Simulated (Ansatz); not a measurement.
Geometry relaxation, with input and output: HfSiO₄ (part 2 of 2)

HfSiO₄ (I-4m2, 6 atoms in the cell); DFT, r2SCAN, plane waves, PAW, no spin polarisation (Ansatz 0.2.0); cutoff 500 eV, 8×8×8 k-mesh, Fermi–Dirac smearing of 0.02 eV. The structure was built on a prototype by a generator; it need not be a known phase. The geometry comes from this level: PBE.

Geometry of the input (Å; fractional positions):
```
-1.8761  1.8761  4.9306
1.8761  -1.8761  4.9306
1.8761  1.8761  -4.9306
Hf 0.0000  0.0000  0.0000
Si 0.7500  0.2500  0.5000
O  0.9278  0.4278  0.5000
O  0.2204  0.2204  -0.0000
O  0.5722  0.0722  0.5000
O  0.7796  0.7796  -0.0000
```

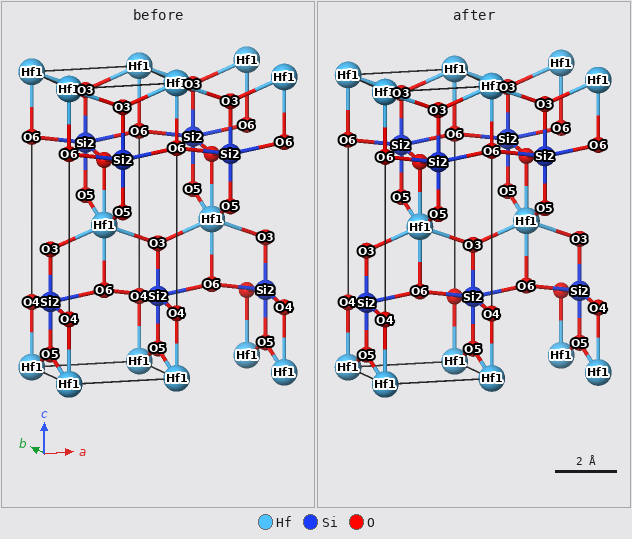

*Before (left) and after (right) the relaxation, at one scale (ball-and-stick view of the cell 2 times as large as that of the calculation, set on its symmetry axes, repeated 2 × 1 × 1, seen slightly off an axis).*

The largest moves relative to the cell, 0.013 Å, are those of O4 and O6. Si and Hf stay in place. The drawn cell changes as follows: a = b 3.752 → 3.718 Å (−0.9 %), c 9.861 → 9.761 Å (−1.0 %); the volume changes by −2.8 %. Among the contacts that change: Si2–O4 1.899 → 1.879 Å, Hf1–O3 2.007 → 1.988 Å, Si2–O3 1.753 → 1.735 Å, Hf1–O4 2.173 → 2.164 Å. The space group stays I-4m2 (No. 119). Over 5 geometry steps the energy falls by 6.3 meV per atom. The largest force component goes from 0.13 to 0.0015 eV/Å. The pressure goes from −6.00 to 0.01 GPa. 1 further SCF at an unchanged geometry re-selected the plane-wave basis for the new cell. The energy change given includes the shifts at the re-selections in mid-walk, which come without any move. A last SCF at the same geometry on a re-selected plane-wave basis shifts the energy by next to nothing (0.0 meV per atom). (Atoms are counted from 1 in the order of the input.)

```
basis re-selected at this cell: Δ(F+E_penalty+E_count) = -1.313e-7 eV, ΔP = -0.000 GPa vs the last step (what re-selecting the basis moved, of the pressure what is left beyond the Pulay correction that the steps carried, after the strain that the cell walked since its last selection, with what the two solves' SCF thresholds leave and, on support functions, any second-order correction that the steps lacked; it is no measure of the basis error at this ecutwfc). This SCF's stress stands 2.05e-2 GPa from its target on what of the cell is left free (relax.cell.stress_tol is 5.00e-2 GPa) and its largest allowed force component is 1.46e-3 eV/Å (relax.f_tol is 5.00e-3 eV/Å): within both
SCF converged after 5 iterations
Free energy (F): -18654.785158 eV
Harris-Foulkes:  -18654.785158 eV  (|F-HF|=7.28e-12)
Internal energy: -18654.785158 eV  (E = F + TS)
E sigma→0 (E₀):  -18654.785158 eV
Fermi energy:    12.160761 eV
--- Per-component energies (eV) ---
  E_band       = -166.996065
  E_kinetic    = 1183.530328
  E_local      = -8275.721025  (includes V_loc(G=0)·N_el)
  E_nonlocal   = -1036.380696
  E_hartree    = 3711.007648
  E_xc         = -631.816181
  E_vxc        = -771.410539  (∫ρ·V_xc dr)
  E_paw        = -8114.557815  (= ΣΔE_a)
  E_vpaw       = 1266.739393  (= ΣTr[D̂ρ^β])
  E_aug_tail   = 0.004148  (compensation charges beyond the density's cutoff)
  E_vtau       = 44.227084  (kinetic-family band-sum trace: ∫τ·v_τ [+ j·A + Jᵃ·Aᵃ] dr)
  E_ewald      = -5490.968890
  E_core_change = 0.117325  (= ΣΔE_core)
  E_smearing   = -0.000000  (= −TS)
  E_closure    = 0.000000  (closes the sum)
  Σ components = -18654.785158   (vs F -18654.785158, Δ=0.00e0)
--- Forces (eV/Å), atoms counted from 1 ---
  atom   1  Hf     0.00000000     0.00000000     0.00000000
  atom   2  Si    -0.00000000     0.00000000     0.00000000
  atom   3  O     -0.00000000     0.00000000     0.00146333
  atom   4  O      0.00000000     0.00000000     0.00120865
  atom   5  O      0.00000000     0.00000000    -0.00146333
  atom   6  O     -0.00000000     0.00000000    -0.00120865
  max |Σ_I F_I| component: 1.15e-17 eV/Å
--- Stress (GPa, compression-positive) ---
        0.011127       0.000000       0.000000
        0.000000       0.011127       0.000000
        0.000000       0.000000       0.020501
  P = ⅓ Tr σ = 0.0143 GPa (0.143 kbar)
--- Band table (eV; the first three rows and the last of 59) ---
  k-point 0: bands = ["-52.5122", "-20.7297", "-20.7297", "-20.6972", "-11.2710", "-10.0120", "-8.4938", "-7.2300", "-0.8739", "-0.8739", "-0.7956", "-0.7731", "-0.7731", "-0.7545", "-0.7376", "3.1819", "3.1819", "3.3110", "3.4590", "6.4259", "6.4259", "6.8253", "7.4158", "7.4158", "8.5811", "9.3339", "9.3339", "14.4795", "14.9943", "17.5662", "17.9840", "18.0147", "18.0147"]
  k-point 1: bands = ["-52.5111", "-20.8030", "-20.7850", "-20.6643", "-11.0745", "-9.9115", "-8.4227", "-7.3585", "-0.8754", "-0.8686", "-0.7977", "-0.7822", "-0.7799", "-0.7623", "-0.7454", "2.1857", "2.9484", "4.0953", "4.5674", "5.8651", "6.2577", "6.7857", "7.2673", "7.4213", "8.6791", "8.7826", "9.4420", "14.8523", "15.7191", "17.1662", "17.5427", "17.9344", "18.0969"]
  k-point 2: bands = ["-52.5082", "-20.9247", "-20.9126", "-20.6374", "-10.5579", "-9.6680", "-8.2958", "-7.6490", "-0.8822", "-0.8564", "-0.8219", "-0.8043", "-0.7953", "-0.7811", "-0.7625", "1.4139", "3.1927", "4.9706", "5.0783", "5.5236", "6.0951", "6.1313", "7.1415", "7.4394", "7.8893", "8.7719", "9.6828", "15.3509", "15.7797", "16.5732", "17.6989", "18.3732", "18.9211"]
  k-point 58: bands = ["-52.5122", "-20.7300", "-20.7300", "-20.7139", "-10.6432", "-10.5370", "-8.4288", "-7.4895", "-0.8720", "-0.8720", "-0.7957", "-0.7764", "-0.7764", "-0.7574", "-0.7398", "3.2912", "3.4364", "3.4364", "3.5563", "5.8160", "5.8160", "7.2024", "7.5788", "7.5788", "8.3135", "9.4841", "9.4841", "14.5291", "15.6320", "16.5934", "17.8481", "17.9829", "17.9829"]
--- Relaxed structure (6 steps of the walk, 6 accepted, 2 SCFs on fresh bases) ---
  F+E_penalty+E_count = -18654.78515795 eV   max|allowed force component| = 1.463e-3 eV/Å   (the final SCF, on the basis selected at the relaxed cell)
  cell:  # Å, volume = 67.4495 Å³
    - [-1.8587807214467842, 1.8587807214467842, 4.880477890683925]
    - [1.8587807214467842, -1.8587807214467842, 4.880477890683925]
    - [1.8587807214467842, 1.8587807214467842, -4.880477890683925]
  atoms:
    - { symbol: Hf, position: [2.2905283135024026e-20, 2.2905283135024233e-20, 2.2973795051165694e-34] }
    - { symbol: Si, position: [0.75, 0.25, 0.5] }
    - { symbol: O, position: [0.9277387009097724, 0.4277387009097725, 0.5] }
    - { symbol: O, position: [0.2217177474904302, 0.2217177474904302, -3.869205989694088e-19] }
    - { symbol: O, position: [0.5722612990902276, 0.07226129909022755, 0.5] }
    - { symbol: O, position: [0.7782822525095698, 0.7782822525095698, -9.082623197093848e-19] }
```

File v_z.tsv:
```
# z_ang	v_es[eV]	v_tot[eV]
# format = ansatz-planar-average/11
# xc	r2scan
# density_cutoff_ev	2000
# datasets	Hf=:simpson_from_first_knot:soft:shift=0	Si=:simpson_from_first_knot:soft:shift=0	O=:simpson_from_first_knot:soft:shift=0
# lattice	-1.858780721	1.858780721	4.880477891
# lattice	1.858780721	-1.858780721	4.880477891
# lattice	1.858780721	1.858780721	-4.880477891
# sites	6
# site	72	0.000000000	0.000000000	0.000000000
# site	14	0.000000000	1.858780721	2.440238945
# site	8	0.000000000	1.858780721	4.175138546
# site	8	-0.000000000	-0.000000000	2.164177129
# site	8	-0.000000000	1.858780721	0.705339345
# site	8	-0.000000000	0.000000000	7.596778652
0.000000	4.205054e0	-8.348379e0
0.123186	4.258415e0	-8.273134e0
0.246373	4.416828e0	-8.052956e0
0.369559	4.673560e0	-7.701341e0
0.492746	5.015743e0	-7.233031e0
0.615932	5.424709e0	-6.664420e0
0.739119	5.883004e0	-6.016109e0
0.862305	6.375430e0	-5.318327e0
0.985492	6.894215e0	-4.599838e0
1.108678	7.413155e0	-3.901010e0
1.231865	7.836691e0	-3.318886e0
1.355051	8.043859e0	-2.969957e0
1.478238	7.966397e0	-2.922669e0
1.601424	7.629227e0	-3.159709e0
1.724611	7.133595e0	-3.588460e0
1.847797	6.591917e0	-4.099279e0
1.970984	6.052721e0	-4.640170e0
2.094170	5.519035e0	-5.202259e0
2.217357	5.009990e0	-5.760040e0
2.340543	4.555480e0	-6.275105e0
2.463730	4.186082e0	-6.705185e0
2.586916	3.926844e0	-7.012754e0
2.710103	3.793671e0	-7.172429e0
2.833289	3.793671e0	-7.172429e0
2.956476	3.926844e0	-7.012754e0
3.079662	4.186082e0	-6.705185e0
3.202849	4.555480e0	-6.275105e0
3.326035	5.009990e0	-5.760040e0
3.449222	5.519035e0	-5.202259e0
3.572408	6.052721e0	-4.640170e0
3.695595	6.591917e0	-4.099279e0
3.818781	7.133595e0	-3.588460e0
3.941968	7.629227e0	-3.159709e0
4.065154	7.966397e0	-2.922669e0
4.188341	8.043859e0	-2.969957e0
4.311527	7.836691e0	-3.318886e0
4.434714	7.413155e0	-3.901010e0
4.557900	6.894215e0	-4.599838e0
4.681087	6.375430e0	-5.318327e0
4.804273	5.883004e0	-6.016109e0
4.927460	5.424709e0	-6.664420e0
5.050646	5.015743e0	-7.233031e0
5.173833	4.673560e0	-7.701341e0
5.297019	4.416828e0	-8.052956e0
5.420206	4.258415e0	-8.273134e0
```

Trajectory as extended XYZ (Å, eV, eV/Å), 8 frames, from step=1 to step=8:
```
6
Lattice="-1.8761 1.8761 4.9306 1.8761 -1.8761 4.9306 1.8761 1.8761 -4.9306" Properties=species:S:1:pos:R:3:forces:R:3 step=1 energy=-18654.74747 pressure_GPa=-6.00
Hf    0.0000    0.0000    0.0000    0.0000   0.0000   0.0000
Si    0.0000    1.8761    2.4653    0.0000   0.0000   0.0000
O     0.0000    1.8761    4.2188    0.0000   0.0000  -0.1339
O     0.0000    0.0000    2.1729    0.0000   0.0000  -0.0272
O     0.0000    1.8761    0.7119    0.0000   0.0000   0.1339
O     0.0000    0.0000    7.6883    0.0000   0.0000   0.0272
6
Lattice="-1.8659 1.8659 4.8821 1.8659 -1.8659 4.8821 1.8659 1.8659 -4.8821" Properties=species:S:1:pos:R:3:forces:R:3 step=2 energy=-18654.77937 pressure_GPa=-1.49
Hf    0.0000    0.0000    0.0000    0.0000   0.0000   0.0000
Si    0.0000    1.8659    2.4410    0.0000   0.0000   0.0000
O     0.0000    1.8659    4.1866    0.0000   0.0000  -0.2571
O     0.0000    0.0000    2.1551    0.0000   0.0000   0.1440
O     0.0000    1.8659    0.6954    0.0000   0.0000   0.2571
O     0.0000    0.0000    7.6091    0.0000   0.0000  -0.1440
6
Lattice="-1.8599 1.8599 4.8772 1.8599 -1.8599 4.8772 1.8599 1.8599 -4.8772" Properties=species:S:1:pos:R:3:forces:R:3 step=3 energy=-18654.78597 pressure_GPa=0.00
Hf    0.0000    0.0000    0.0000    0.0000   0.0000   0.0000
Si    0.0000    1.8599    2.4386    0.0000   0.0000   0.0000
O     0.0000    1.8599    4.1741    0.0000   0.0000  -0.0304
O     0.0000    0.0000    2.1602    0.0000   0.0000   0.0547
O     0.0000    1.8599    0.7032    0.0000   0.0000   0.0304
O     0.0000    0.0000    7.5943    0.0000   0.0000  -0.0547
6
Lattice="-1.8590 1.8590 4.8793 1.8590 -1.8590 4.8793 1.8590 1.8590 -4.8793" Properties=species:S:1:pos:R:3:forces:R:3 step=4 energy=-18654.78622 pressure_GPa=0.02
Hf    0.0000    0.0000    0.0000    0.0000   0.0000   0.0000
Si    0.0000    1.8590    2.4396    0.0000   0.0000   0.0000
O     0.0000    1.8590    4.1740    0.0000   0.0000   0.0098
O     0.0000    0.0000    2.1634    0.0000   0.0000   0.0091
O     0.0000    1.8590    0.7053    0.0000   0.0000  -0.0098
O     0.0000    0.0000    7.5952    0.0000   0.0000  -0.0091
6
Lattice="-1.8589 1.8589 4.8798 1.8589 -1.8589 4.8798 1.8589 1.8589 -4.8798" Properties=species:S:1:pos:R:3:forces:R:3 step=5 energy=-18654.78623 pressure_GPa=0.00
Hf    0.0000    0.0000    0.0000    0.0000   0.0000   0.0000
Si    0.0000    1.8589    2.4399    0.0000   0.0000   0.0000
O     0.0000    1.8589    4.1746    0.0000   0.0000   0.0032
O     0.0000    0.0000    2.1640    0.0000   0.0000   0.0008
O     0.0000    1.8589    0.7052    0.0000   0.0000  -0.0032
O     0.0000    0.0000    7.5956    0.0000   0.0000  -0.0008
6
Lattice="-1.8589 1.8589 4.8798 1.8589 -1.8589 4.8798 1.8589 1.8589 -4.8798" Properties=species:S:1:pos:R:3:forces:R:3 step=6 energy=-18654.78516 pressure_GPa=0.02
Hf    0.0000    0.0000    0.0000    0.0000   0.0000   0.0000
Si    0.0000    1.8589    2.4399    0.0000   0.0000   0.0000
O     0.0000    1.8589    4.1746    0.0000   0.0000   0.0036
O     0.0000    0.0000    2.1640    0.0000   0.0000   0.0009
O     0.0000    1.8589    0.7052    0.0000   0.0000  -0.0036
O     0.0000    0.0000    7.5956    0.0000   0.0000  -0.0009
6
Lattice="-1.8588 1.8588 4.8805 1.8588 -1.8588 4.8805 1.8588 1.8588 -4.8805" Properties=species:S:1:pos:R:3:forces:R:3 step=7 energy=-18654.78516 pressure_GPa=0.01
Hf    0.0000    0.0000    0.0000    0.0000   0.0000   0.0000
Si    0.0000    1.8588    2.4402    0.0000   0.0000   0.0000
O     0.0000    1.8588    4.1751    0.0000   0.0000   0.0015
O     0.0000    0.0000    2.1642    0.0000   0.0000   0.0012
O     0.0000    1.8588    0.7053    0.0000   0.0000  -0.0015
O     0.0000    0.0000    7.5968    0.0000   0.0000  -0.0012
6
Lattice="-1.8588 1.8588 4.8805 1.8588 -1.8588 4.8805 1.8588 1.8588 -4.8805" Properties=species:S:1:pos:R:3:forces:R:3 step=8 energy=-18654.78516 pressure_GPa=0.01
Hf    0.0000    0.0000    0.0000    0.0000   0.0000   0.0000
Si    0.0000    1.8588    2.4402    0.0000   0.0000   0.0000
O     0.0000    1.8588    4.1751    0.0000   0.0000   0.0015
O     0.0000    0.0000    2.1642    0.0000   0.0000   0.0012
O     0.0000    1.8588    0.7053    0.0000   0.0000  -0.0015
O     0.0000    0.0000    7.5968    0.0000   0.0000  -0.0012
```

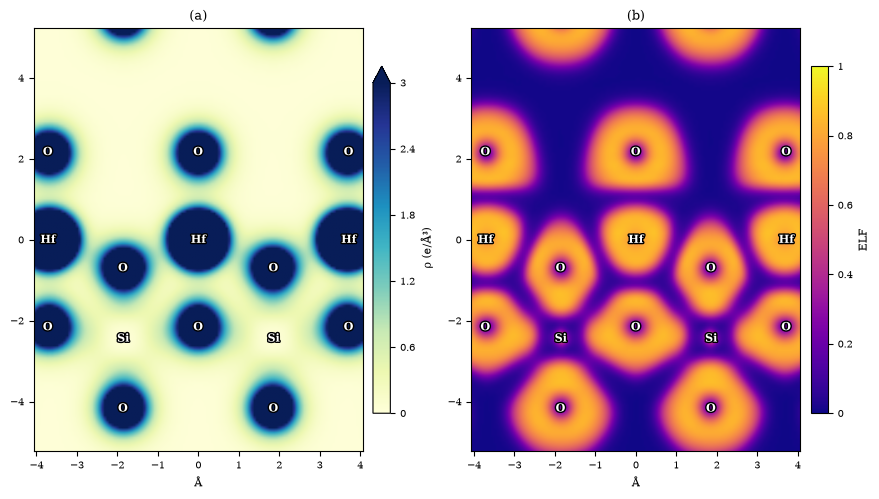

*(a) valence charge density (pseudo); (b) electron localisation function on the (010) plane of the conventional cell.*

Si–O (1.73 Å): the density is about 1 e/Å³ at the midpoint; the ELF peaks at about 0.85 between the atoms, which marks a polar covalent bond. Hf–O (1.99 Å): ρ at the midpoint is about 0.98 e/Å³; the ELF peaks at about 0.85 in the valence shell of O, 0.6 Å from its nucleus, and drops to about 0.20 between the two atoms. Hf–O (2.16 Å): the density is about 0.63 e/Å³ at the midpoint; the ELF peaks at about 0.85 in the valence shell of O, 0.6 Å from its nucleus, and drops to about 0.15 between the two atoms. Away from the nuclei the density in this plane falls to 0.02 e/Å³ at its lowest. The strong features right at Hf lie inside the PAW spheres (semicore, d or f shells) and say nothing about bonding. The fields are those of the smooth PAW valence density.

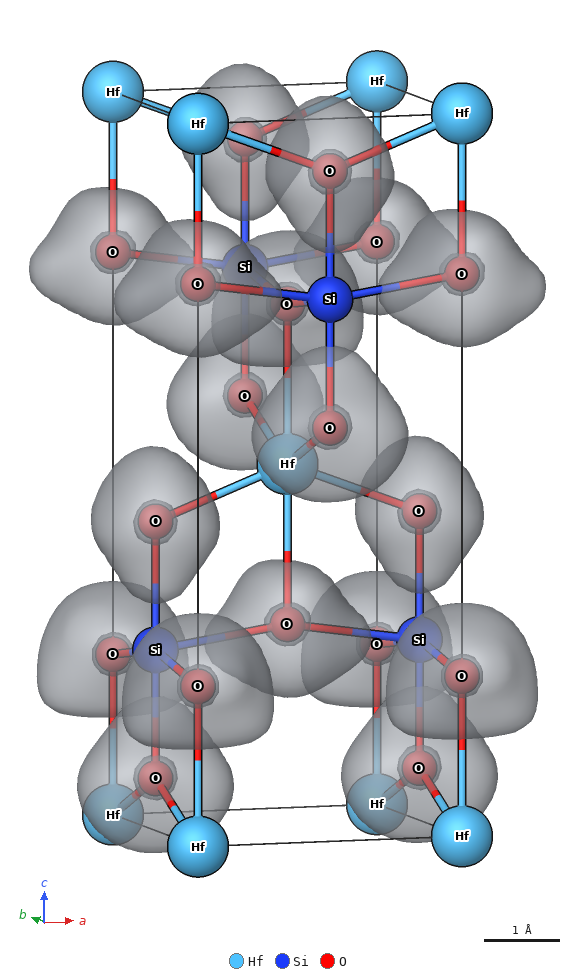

*Isosurface of the electron localisation function at 0.6 (grey), seen slightly off an axis. Core shells and regions of very low density are left out. Sticks mark near contacts. The outline is the cell set on symmetry axes.*

Along the contacts the grid gives the following. Hf–O (1.99 Å): the ELF peaks at about 0.85 in the valence shell of O, 0.6 Å from its nucleus, and drops to about 0.20 between the two atoms.

Key numbers:

| quantity | value |
| --- | --- |
| outcome | converged |
| space group (tolerance 0.01 Å) | I-4m2 (119) |
| electrons treated | 54 |
| free energy | −18654.7852 eV |
| Fermi energy | 12.161 eV |
| gap on the k-point mesh | 4.42 eV |
| pressure | 0.01 GPa |
| final volume | 67.45 Å³ |
| largest force (length of the vector) at the end | 0.001 eV/Å |
| final cell | a = 5.543 Å, b = 5.543 Å, c = 5.543 Å, α = 140.82°, β = 140.82°, γ = 56.62° |
| wall time | 46 s (CPU time 2.9 min) |
| peak memory | 0.94 GiB |

Spin–orbit coupling is left out, which matters for Hf.
